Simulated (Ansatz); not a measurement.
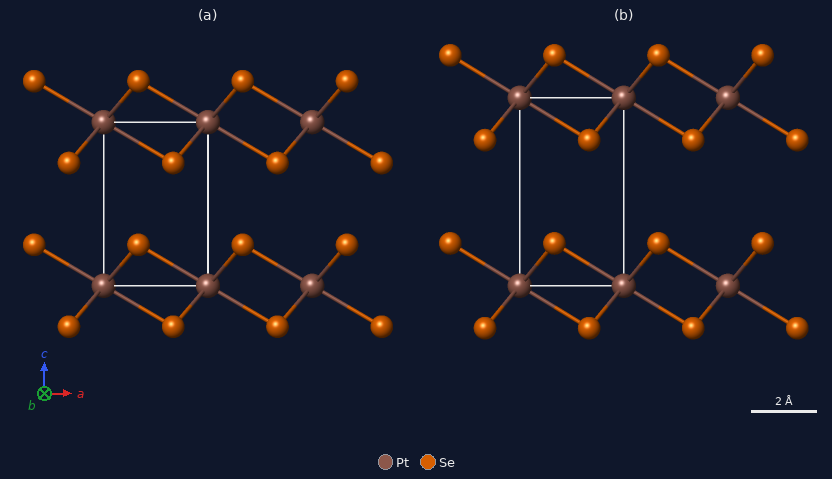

The structure of solid PtSe$_{2}$ (set up in P-3m1) before (left) and after (right) a relaxation, at one scale.

A ball-and-stick model of the cell of the calculation, repeated 2 × 1 × 1 with one cell outlined, seen along the b axis.

These are results of DFT r2SCAN, scalar-relativistic, plane waves, PAW (Ansatz 0.2.0), not measurements.

The input:
```yaml
crystal:
  lattice:
    - [3.7240006046, 0.0, 0.0]
    - [-1.8620003023, 3.2250791273, 0.0]
    - [0.0, 0.0, 5.062]
  atoms:
    - { symbol: Pt, position: [0.0, 0.0, 0.0] }
    - { symbol: Se, position: [0.3333333333, 0.6666666667, 0.25] }
    - { symbol: Se, position: [0.6666666667, 0.3333333333, 0.75] }
basis:
  ecutwfc: 500
kpoints:
  mp_grid: { grid: [12, 12, 8] }
hamiltonian:
  xc: r2scan
scf:
  occupations: { method: gaussian, width: 0.1 }
output:
  forces: true
  stress: true
  eigenvalues: true
  write_density: true
  write_potential: true
  elf: true
  volumetric_format: npy
relax:
  adjacent_minimum: "off"
  f_tol: 0.005
  max_steps: 80
  cell: { stress_tol: 0.05 }
```

Command:
```bash
ansatz run input.yaml --threads 1 --pin off --max-ram 2560MiB --backend cpu --events-out ev --progress --plain --runs-dir out
```

What changed between the two?

Answer. The run was cut off at its time limit before the program reported convergence, but its last step already meets the force threshold: the largest component is 0.0001 eV/Å against 0.005 eV/Å. The pressure is within 0.01 GPa of its target. The energy falls by 23.8 meV per atom in 7 geometry steps. Largest force component: 0.36 eV/Å at the start, 0.0001 eV/Å at the end. The pressure goes from 4.90 to 0.00 GPa. The largest moves relative to the cell, 0.14 Å, are those of Se2 and Se3. Se3 goes along +c. Pt stays in place. The volume changes by +14.5 %, with a = b 3.724 → 3.718 Å (−0.2 %), c 5.062 → 5.816 Å (+14.9 %). Among the contacts that change: Se2–Se3 3.321 → 3.848 Å, Pt1–Se2 2.495 → 2.515 Å. The space group stays P-3m1 (No. 164).

Limits of the set-up: layers or molecules are held without a dispersion correction, so their spacing is unreliable.
